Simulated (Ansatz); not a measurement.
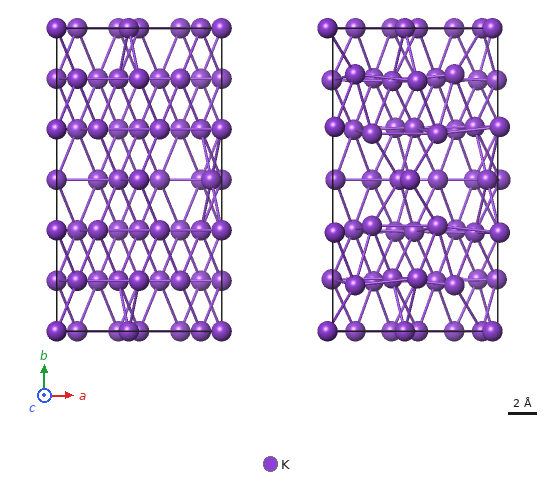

Two geometries of a defect cell of composition K (started half-way along a vacancy jump, in the symmetry of that start), drawn at one scale. One is the start of a relaxation, the other its converged end. A ball-and-stick model of the conventional cell (2 times the calculation's cell), seen along the c axis. Lengths and directions refer to the drawn axes.

Computed with Ansatz, DFT PBEsol, scalar-relativistic, plane waves, PAW. Settings: plane-wave cutoff 420 eV; k-point mesh 2 × 2 × 2; occupations gaussian; smearing width 0.1 eV; no spin polarisation; atoms relaxed in a fixed cell; force threshold 0.02 eV/Å; at most 60 steps.

Question: Which one is relaxed?

Answer: The right one is the relaxed one. The largest moves, 0.41 Å, are those of K atoms. The lattice vectors keep their values. Near-neighbour distances that change, for instance: K–K 4.535 → 4.888 Å, K–K 4.535 → 4.851 Å, K–K 4.535 → 4.822 Å, K–K 4.535 → 4.717 Å. Bond angles that change, for instance: K–K–K 63.0° → 65.7°, K–K–K 117.0° → 114.3°. The energy falls by 0.137 eV per cell of the calculation in 4 geometry steps. Largest force component: 0.067 eV/Å at the start, 0.0045 eV/Å at the end.
